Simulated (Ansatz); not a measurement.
The coordinates of a crystal:

```cif
data_structure
_symmetry_space_group_name_H-M 'P -6 m 2'
_symmetry_Int_Tables_number 187
_cell_length_a 2.5305
_cell_length_b 2.5305
_cell_length_c 21.1299
_cell_angle_alpha 90.000
_cell_angle_beta 90.000
_cell_angle_gamma 120.000
_cell_volume 117.18
loop_
_atom_site_label
_atom_site_type_symbol
_atom_site_symmetry_multiplicity
_atom_site_Wyckoff_symbol
_atom_site_fract_x
_atom_site_fract_y
_atom_site_fract_z
_atom_site_occupancy
Cu1 Cu 2 h 0.33333 0.66667 0.40372 1
Cu2 Cu 1 f 0.66667 0.33333 0.50000 1
```

> Characterise the structure given above.

The element is copper. The cell holds three atoms. Cu takes two kinds of site: 2h with nine Cu at 2.50 to 2.53 Å; 1f with twelve Cu in an anticuboctahedral arrangement at 2.50 to 2.53 Å. The bonds build Cu layers parallel to (001).

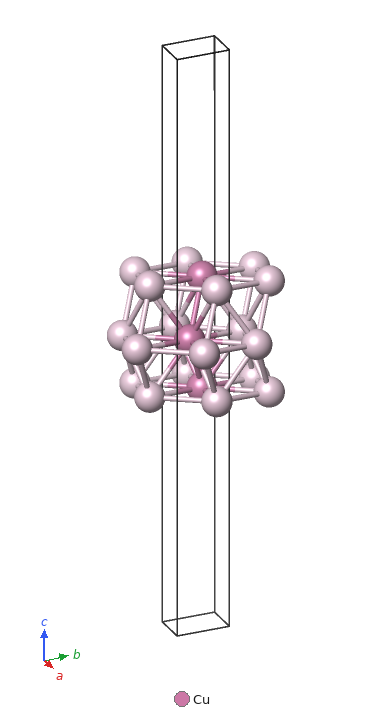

A ball-and-stick picture of a crystal structure, seen slightly off an axis. The parallelepiped is the simulation cell. Periodic images bonded to atoms of the box are shown as well, in fainter colours.

The cell started as a structure listed in the Materials Project, from which a slab was cut. The atoms were relaxed in a fixed cell with Ansatz 0.2.0, DFT r2SCAN, scalar-relativistic, plane waves, PAW, but for one held in place.
